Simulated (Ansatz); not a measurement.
**CoO: density, localisation and related maps**

Input file:

```
crystal:
  lattice:
    - [1.5453433649, 0.8922044077, 2.2984937063]
    - [1.5453433649, -0.8922044077, -2.2984937063]
    - [-1.5453433649, 4.4610220387, -2.2984937063]
  atoms:
    - { symbol: Co, position: [0.0, 0.5, 0.5], spin: 2.7 }
    - { symbol: Co, position: [0.0, 1.0, 1.0], spin: 2.7 }
    - { symbol: O, position: [0.5, 0.75, 0.25], spin: 0.34 }
    - { symbol: O, position: [0.5, 0.25, 0.75], spin: 0.34 }
basis:
  ecutwfc: 420
kpoints:
  mp_grid: { grid: [14, 14, 14] }
hamiltonian:
  xc: pbe
scf:
  occupations: { method: gaussian, width: 0.15 }
output:
  forces: true
  stress: true
  eigenvalues: true
  populations: true
  write_density: true
  write_potential: true
  elf: true
  volumetric_format: npy
magnetization:
  spin_polarized: true
```

Run with:

```sh
ansatz run input.yaml --threads 2 --pin off --max-ram 5120MiB --backend cpu --events-out ev --progress --plain --runs-dir out
```

Space group R-3m; a structure from a database of computed crystals, not necessarily the ambient phase; the SCF solution may not be the lowest one; the program warned that another magnetic order may lie lower; spin-polarised.

Theory: DFT PBE, scalar-relativistic, plane waves, PAW (Ansatz 0.2.0).

In a PAW calculation such maps are meaningful between the atoms, not at the nuclei.

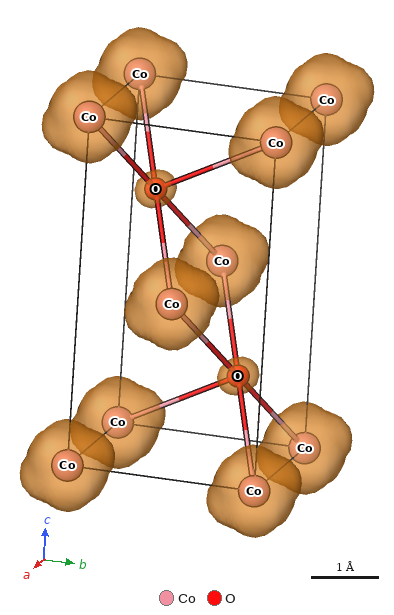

Figure 1. Isosurfaces of the spin density (up minus down) at +0.4 (orange) and −0.4 e/Å³ (purple), seen slightly off an axis. Sticks mark near contacts.

### Describe the spin distribution.

The spin density sits on Co: +2.4 μB (×2) in one cell of 4 atoms, with smaller moments on other sites: O (up to +0.30 μB): parallel moments (a ferromagnetic arrangement) in this solution. The cell of the calculation (4 atoms) carries 5.7 μB of net spin moment. Only one sign reaches the isovalue.

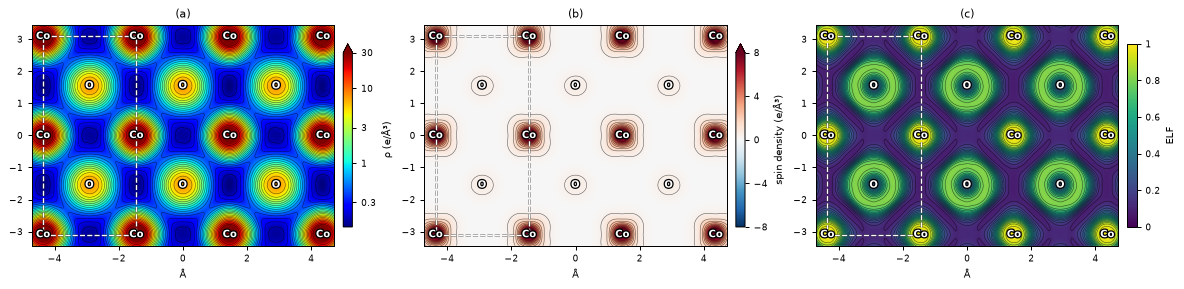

Figure 2. (a) valence electron density; (b) spin density; (c) electron localisation function on the (011) plane of the calculation cell.

### Interpret the plot.

The section cuts through Co and O sites. Co–O (2.12 Å): ρ at the midpoint is about 0.42 e/Å³; the ELF peaks at about 0.80 in the valence shell of O, 0.6 Å from its nucleus, and is about 0.15 at the midpoint; no shared electron pair shows on this line. Between the atoms the lowest density in this plane is 0.14 e/Å³. The features right at Co lie inside the PAW spheres, where the map follows smoothed inner orbitals and isn't to be read closely.

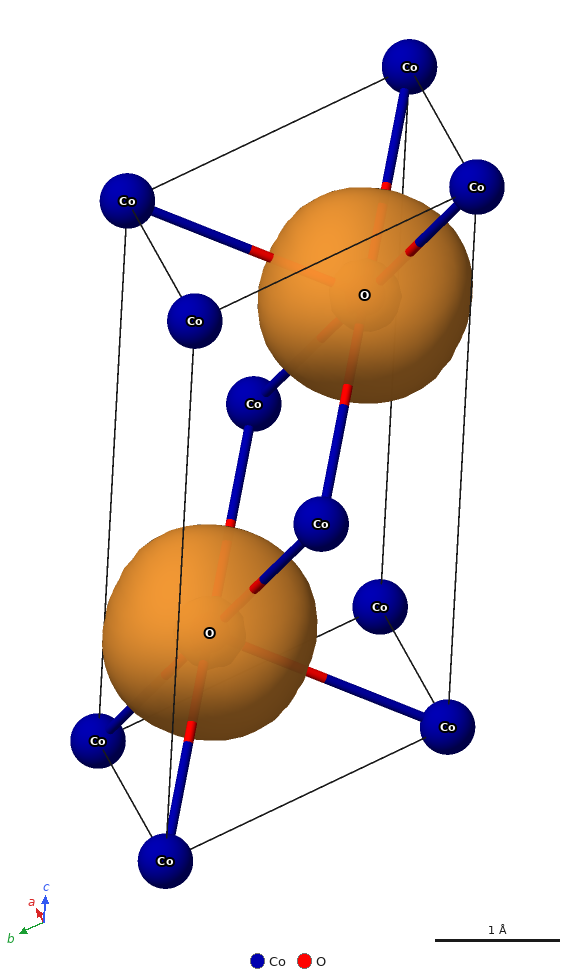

Figure 3. Isosurface of the electron localisation function at 0.6 (orange), seen at an oblique angle. Only the valence region is drawn (cores and ρ < 0.01 e/Å³ removed). Sticks mark near contacts.

### What do the ELF domains correspond to?

The ELF exceeds this value in two regions wrapped around O (the valence shell of each), counted in one cell of 4 atoms. Regions shared between cells count once.
